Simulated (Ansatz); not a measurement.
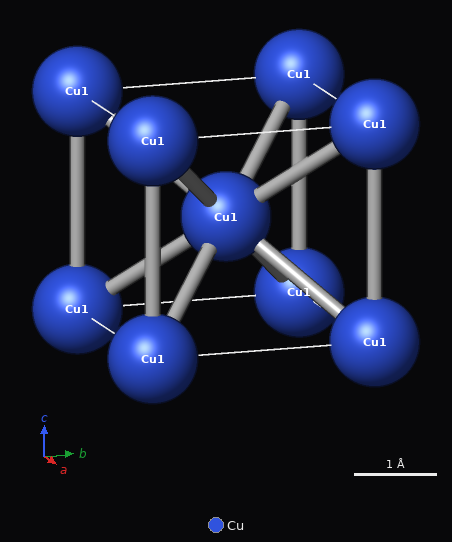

**Figure 1.** The structure as given in the input (ball-and-stick view of the cell 2 times as large as that of the calculation, set on its symmetry axes, seen slightly off an axis; atoms are numbered from 1 in the order of the input). An atom can appear more than once, as a periodic image.

## Two runs on Cu

System: Cu (1 atom in the cell).
Method of the first run: Kohn-Sham DFT of a periodic cell, revPBE with D4, Ansatz PAW, no spin polarisation (Ansatz 0.2.0).

The structure derives from a Materials Project entry. Text and figures count atoms from 1; the logs count them from 0 in places.

Input file, the first run:
```yaml
crystal:
  lattice:
    - [-1.44279332, 1.44279332, 1.37608145]
    - [1.44279332, -1.44279332, 1.37608145]
    - [1.44279332, 1.44279332, -1.37608145]
  atoms:
    - { symbol: Cu, position: [0.0, 0.0, 0.0] }
hamiltonian:
  xc: revpbe
  pseudopotentials: { kind: paw }
  dispersion: d4
kpoints:
  mp_grid: { grid: [13, 13, 13] }
scf:
  occupations: { method: fermi_dirac, width: 0.05 }
output:
  forces: true
  stress: true
  eigenvalues: true
relax:
  f_tol: 0.01
  max_steps: 40
  cell: { stress_tol: 0.05 }
```

Launched with:
```bash
ansatz run input.yaml --threads 2 --pin off --max-ram 5632MiB --backend cpu --events-out ev --progress --plain --runs-dir out
```

Hardware: 2 threads of Arm Neoverse V2, 24 GiB of memory available, shared host.

Output, shortened to warnings, some set-up lines, iterations and results (the first run):
```
Basis set: ecut = 420 eV, 225 PW (Γ), exchange–correlation on 36×36×36 points (8 copies of the dense FFT grid, shifted against one another)
Symmetry: 16 space group operations
k-points: 196 of 2197
Initial density: superposition of atomic densities (neutral atoms: chi_scale 0, normalization atom), corrected by the library's trained network
[...]
SCF iter   1: F=—  HF=-6629.825196 eV  |F-HF|=—  |Δ(HF+E_count)|=         —  Δρ=7.51e-3  dr2=3.27e-3  ethr=1.77e-3  ⟨swp⟩=5.5  Hψ=13872  notcnv=0
SCF iter   2: F=—  HF=-6629.824567 eV  |F-HF|=—  |Δ(HF+E_count)|=   6.29e-4  Δρ=5.94e-4  dr2=1.36e-5  ethr=1.72e-5  ⟨swp⟩=2.7  Hψ=5645  notcnv=0  defer=32
SCF iter   3: F=—  HF=-6629.824572 eV  |F-HF|=—  |Δ(HF+E_count)|=   4.28e-6  Δρ=4.25e-4  dr2=6.22e-6  ethr=7.16e-8  ⟨swp⟩=2.0  Hψ=4487  notcnv=0  defer=32
SCF iter   4: F=—  HF=-6629.824578 eV  |F-HF|=—  |Δ(HF+E_count)|=   6.83e-6  Δρ=5.33e-5  dr2=8.06e-8  ethr=3.28e-8  ⟨swp⟩=1.9  Hψ=3038  notcnv=0  defer=32
SCF iter   5: F=-6629.824579 eV  HF=-6629.824579 eV  |F-HF|=7.73e-10  |Δ(HF+E_count)|=   1.61e-7  Δρ=3.71e-6  dr2=3.60e-10  ethr=4.24e-10  ⟨swp⟩=2.1  Hψ=4527  notcnv=0  …
[... 46 lines ...]
SCF iter   4: F=—  HF=-6629.826175 eV  |F-HF|=—  |Δ(HF+E_count)|=   5.28e-9  Δρ=1.93e-6  dr2=1.16e-10  ethr=9.28e-11  ⟨swp⟩=2.1  Hψ=3776  notcnv=0
SCF iter   5: F=-6629.826175 eV  HF=-6629.826175 eV  |F-HF|=1.82e-12  |Δ(HF+E_count)|=  1.88e-10  Δρ=3.64e-8  dr2=3.10e-14  ethr=1.00e-12  ⟨swp⟩=2.5  Hψ=4438  notcnv=0
SCF iter   6: F=-6629.826175 eV  HF=-6629.826175 eV  |F-HF|=1.82e-12  |Δ(HF+E_count)|=  9.09e-13  Δρ=4.48e-9  dr2=5.87e-16  ethr=1.00e-12  ⟨swp⟩=3.1  Hψ=9459  notcnv=0
SCF 7 converged in 6 iterations: F = -6629.826175 eV  dr2 = 5.87e-16
relax step   7: F+E_penalty+E_count = -6629.82617499 eV  Δ(F+E_penalty+E_count) = +2.202e-4 eV  max|allowed force component| = 0.000e0 eV/Å  Δτ_max = 0.0000 Å  P = +0.007 GPa …
basis re-selected at this cell: Δ(F+E_penalty+E_count) = +2.202e-4 eV, ΔP = +0.024 GPa vs the last step (what re-selecting the basis moved, of the pressure what is left beyond the Pulay correction that the steps carried, after the strain that the cell walked since its last selection, with what the …
SCF converged after 6 iterations
Free energy (F): -6629.826175 eV
Harris-Foulkes:  -6629.826175 eV  (|F-HF|=1.82e-12)
Internal energy: -6629.823661 eV  (E = F + TS)
E sigma→0 (E₀):  -6629.824918 eV
Entropy (-TS):   -0.002514 eV (-2.514 meV/atom)
Fermi energy:    17.875181 eV
--- Per-component energies (eV) ---
  E_band       = -340.465384
  E_kinetic    = 300.464182
  E_local      = -3963.610306  (includes V_loc(G=0)·N_el)
  E_nonlocal   = 389.232168
  E_hartree    = 1750.063719
  E_xc         = -90.020269
  E_vxc        = -116.095223  (∫ρ·V_xc dr)
  E_paw        = -1666.199323  (= ΣΔE_a)
  E_vpaw       = -450.583945  (= ΣTr[D̂ρ^β])
  E_aug_tail   = 0.000300  (compensation charges beyond the density's cutoff)
  E_ewald      = -3348.699862
  E_disp       = -1.024316  (pairwise vdW)
  E_core_change = -0.029953  (= ΣΔE_core)
  E_smearing   = -0.002514  (= −TS)
  E_closure    = 0.000000  (closes the sum)
  Σ components = -6629.826175   (vs F -6629.826175, Δ=0.00e0)
--- Forces (eV/Å), atoms counted from 1 ---
  atom   1  Cu     0.00000000     0.00000000     0.00000000
  max |Σ_I F_I| component: 1.23e-32 eV/Å
--- Stress (GPa, compression-positive) ---
        0.007011       0.000000       0.000000
        0.000000       0.007011       0.000000
        0.000000       0.000000       0.005968
  P = ⅓ Tr σ = 0.0067 GPa (0.067 kbar)
--- Relaxed structure (6 steps of the walk, 6 accepted, 1 SCFs on fresh bases) ---
  F+E_penalty+E_count = -6629.82617499 eV   max|allowed force component| = 0.000e0 eV/Å   (the final SCF, on the basis selected at the relaxed cell)
  cell:  # Å, volume = 11.2670 Å³
    - [-1.432154995113939, 1.432154995113939, 1.373303516183823]
    - [1.432154995113939, -1.432154995113939, 1.373303516183823]
    - [1.432154995113939, 1.432154995113939, -1.373303516183823]
  atoms:
    - { symbol: Cu, position: [0.0, 0.0, 0.0] }
```

For the second run the input was changed thus:
```diff
-  dispersion: d4
+  dispersion: d3bj
```

How does the second run compare with the first run?

The total energies belong to different models, so their difference says nothing on which is more stable or more accurate. The volume per atom goes from 11.27 to 11.03 Å³. The SCF takes 55 iterations over all geometry steps against 42.

Output, shortened to warnings, some set-up lines, iterations and results (the second run):
```
Basis set: ecut = 420 eV, 225 PW (Γ), exchange–correlation on 36×36×36 points (8 copies of the dense FFT grid, shifted against one another)
Symmetry: 16 space group operations
k-points: 196 of 2197
Initial density: superposition of atomic densities (neutral atoms: chi_scale 0, normalization atom), corrected by the library's trained network
[...]
SCF iter   1: F=—  HF=-6629.978337 eV  |F-HF|=—  |Δ(HF+E_count)|=         —  Δρ=7.51e-3  dr2=3.27e-3  ethr=1.77e-3  ⟨swp⟩=5.5  Hψ=13872  notcnv=0
SCF iter   2: F=—  HF=-6629.977709 eV  |F-HF|=—  |Δ(HF+E_count)|=   6.29e-4  Δρ=5.94e-4  dr2=1.36e-5  ethr=1.72e-5  ⟨swp⟩=2.7  Hψ=5645  notcnv=0  defer=32
SCF iter   3: F=—  HF=-6629.977713 eV  |F-HF|=—  |Δ(HF+E_count)|=   4.28e-6  Δρ=4.25e-4  dr2=6.22e-6  ethr=7.16e-8  ⟨swp⟩=2.0  Hψ=4487  notcnv=0  defer=32
SCF iter   4: F=—  HF=-6629.977720 eV  |F-HF|=—  |Δ(HF+E_count)|=   6.83e-6  Δρ=5.33e-5  dr2=8.06e-8  ethr=3.28e-8  ⟨swp⟩=1.9  Hψ=3038  notcnv=0  defer=32
SCF iter   5: F=-6629.977720 eV  HF=-6629.977720 eV  |F-HF|=7.74e-10  |Δ(HF+E_count)|=   1.61e-7  Δρ=3.71e-6  dr2=3.60e-10  ethr=4.24e-10  ⟨swp⟩=2.1  Hψ=4527  notcnv=0  …
[... 63 lines ...]
SCF iter   5: F=-6629.986235 eV  HF=-6629.986235 eV  |F-HF|=1.82e-12  |Δ(HF+E_count)|=  9.09e-13  Δρ=1.11e-8  dr2=6.36e-15  ethr=1.00e-12  ⟨swp⟩=1.0  Hψ=2744  notcnv=0
SCF iter   6: F=-6629.986235 eV  HF=-6629.986235 eV  |F-HF|=1.82e-12  |Δ(HF+E_count)|=  9.09e-13  Δρ=1.65e-9  dr2=1.37e-16  ethr=1.00e-12  ⟨swp⟩=1.0  Hψ=2744  notcnv=0
SCF iter   7: F=-6629.986235 eV  HF=-6629.986235 eV  |F-HF|=1.82e-12  |Δ(HF+E_count)|=    0.00e0  Δρ=3.95e-10  dr2=7.77e-18  ethr=1.00e-12  ⟨swp⟩=1.9  Hψ=7233  notcnv=0
SCF 9 converged in 7 iterations: F = -6629.986235 eV  dr2 = 7.77e-18
relax step   9: F+E_penalty+E_count = -6629.98623454 eV  Δ(F+E_penalty+E_count) = -2.049e-6 eV  max|allowed force component| = 0.000e0 eV/Å  Δτ_max = 0.0000 Å  P = -0.001 GPa …
basis re-selected at this cell: Δ(F+E_penalty+E_count) = -2.049e-6 eV, ΔP = -0.000 GPa vs the last step (what re-selecting the basis moved, of the pressure what is left beyond the Pulay correction that the steps carried, after the strain that the cell walked since its last selection, with what the …
SCF converged after 7 iterations
Free energy (F): -6629.986235 eV
Harris-Foulkes:  -6629.986235 eV  (|F-HF|=1.82e-12)
Internal energy: -6629.983694 eV  (E = F + TS)
E sigma→0 (E₀):  -6629.984964 eV
Entropy (-TS):   -0.002541 eV (-2.541 meV/atom)
Fermi energy:    18.371166 eV
--- Per-component energies (eV) ---
  E_band       = -332.352249
  E_kinetic    = 300.773363
  E_local      = -3923.372699  (includes V_loc(G=0)·N_el)
  E_nonlocal   = 389.000799
  E_hartree    = 1733.836386
  E_xc         = -90.220745
  E_vxc        = -116.372358  (∫ρ·V_xc dr)
  E_paw        = -1665.919484  (= ΣΔE_a)
  E_vpaw       = -450.054467  (= ΣTr[D̂ρ^β])
  E_aug_tail   = 0.000342  (compensation charges beyond the density's cutoff)
  E_ewald      = -3372.842982
  E_disp       = -1.208720  (pairwise vdW)
  E_core_change = -0.029953  (= ΣΔE_core)
  E_smearing   = -0.002541  (= −TS)
  E_closure    = -0.000000  (closes the sum)
  Σ components = -6629.986235   (vs F -6629.986235, Δ=0.00e0)
--- Forces (eV/Å), atoms counted from 1 ---
  atom   1  Cu    -0.00000000     0.00000000     0.00000000
  max |Σ_I F_I| component: 3.08e-33 eV/Å
--- Stress (GPa, compression-positive) ---
       -0.002894      -0.000000       0.000000
       -0.000000      -0.002894       0.000000
        0.000000       0.000000       0.002490
  P = ⅓ Tr σ = -0.0011 GPa (-0.011 kbar)
--- Relaxed structure (7 steps of the walk, 7 accepted, 2 SCFs on fresh bases) ---
  F+E_penalty+E_count = -6629.98623454 eV   max|allowed force component| = 0.000e0 eV/Å   (the final SCF, on the basis selected at the relaxed cell)
  cell:  # Å, volume = 11.0272 Å³
    - [-1.418540836064596, 1.418540836064596, 1.3699995567100336]
    - [1.418540836064596, -1.418540836064596, 1.3699995567100336]
    - [1.418540836064596, 1.418540836064596, -1.3699995567100336]
  atoms:
    - { symbol: Cu, position: [0.0, 0.0, 0.0] }
```

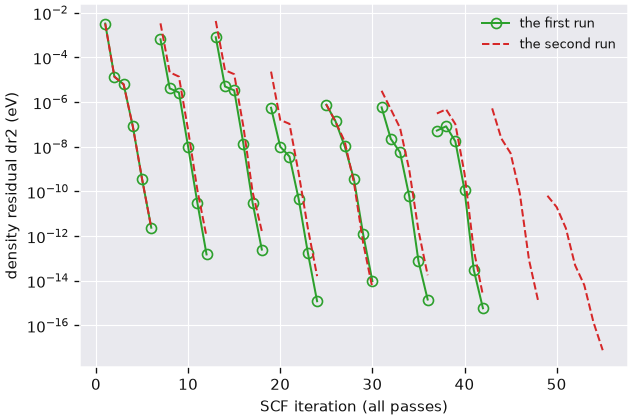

**Figure 2.** Convergence of the two runs: density residual dr2 against the SCF iteration. A break in a curve parts two SCF passes. The first run takes 42 iterations in all, and the second run takes 55.

The two runs side by side:

| quantity | the first run | the second run |
| --- | --- | --- |
| outcome | converged | converged |
| free energy per atom (eV) | −6629.8262 | −6629.9862 |
| energy per atom, smearing taken to zero (eV) | −6629.8249 | −6629.9850 |
| gap on the mesh (eV) | 0.00 | 0.00 |
| pressure (GPa) | 0.01 | 0.00 |
| volume per atom (Å³) | 11.27 | 11.03 |
| largest force (eV/Å) | 0.000 | 0.000 |
| SCF iterations | 42 | 55 |
| irreducible k-points | 196 | 196 |
| wall time (shared host) | 7.8 s | 8.7 s |

For both runs: Points of doubt noted for this run: forces on files of another functional.
